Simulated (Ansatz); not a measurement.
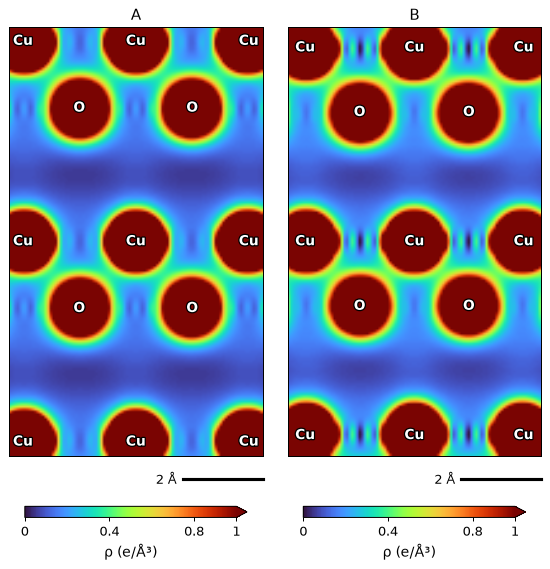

CuO. The valence charge density (pseudo) of two cells that differ in size, on the (110) plane of each (indices in the axes of the calculation cell), at one length scale and on one colour scale: A has 10.2 Å³ an atom and B 9.3.

Computed with Kohn-Sham DFT of a periodic cell, PBE, PseudoDojo standard (Ansatz).

**What does the compression do to the bonding and the properties?**

From the larger cell to the smaller, Cu–O goes from 2.19 to 2.12 Å, and the density at its midpoint from 0.38 to 0.44 e/Å³; the pressure goes from −9 to 7 GPa.
